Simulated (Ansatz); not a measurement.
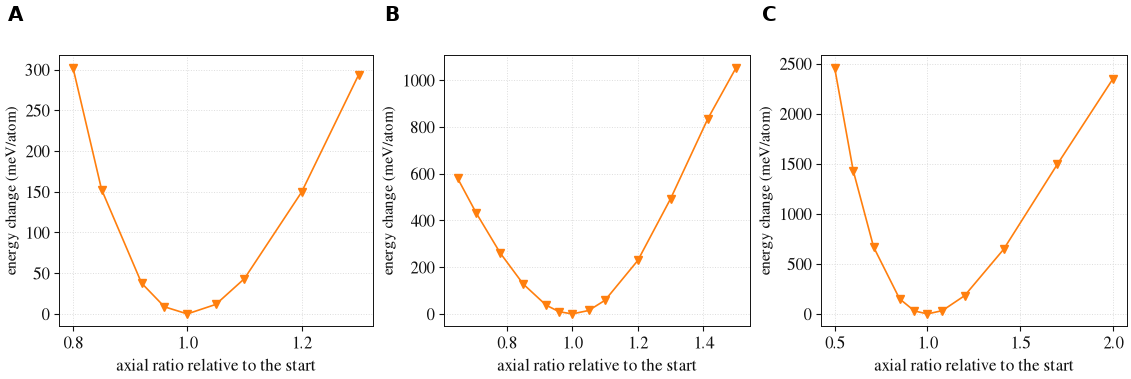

Each panel shows the energy change against relative axial ratio for one of these solids: BAs, F-43m (No. 216), 13.9 Å³/atom, path tetragonal; SrTiO₃, Pm-3m (No. 221), 12.2 Å³/atom, path trigonal; ZnO, P6_3mc (No. 186), 12.3 Å³/atom, path axial.

Method: deformation of a crystal at fixed volume, lengths along the axis scaled against those across it, fractional coordinates fixed, by plane-wave density functional theory with PAW datasets, free energies less that of the undisturbed cell, pressure positive in compression; scalar-relativistic (Ansatz 0.2.0). Level: PBE, no spin polarisation.

### Which panel belongs to which solid?

A is ZnO (energy change from 0 meV/atom to 302 meV/atom); B is BAs (energy change from 0 meV/atom to 1053 meV/atom); C is SrTiO₃ (energy change from 0 meV/atom to 2458 meV/atom).

For BAs, limits of the calculation: gap closes along the scan on a mesh chosen for the insulator.

For SrTiO₃, limits of the calculation: gap closes along the scan on a mesh chosen for the insulator; no spin polarisation, a magnetic state may lie lower.

For ZnO, limits of the calculation: gap closes along the scan on a mesh chosen for the insulator; shape and atomic fractions are frozen while scaling, which makes layered, chain and framework solids too stiff.
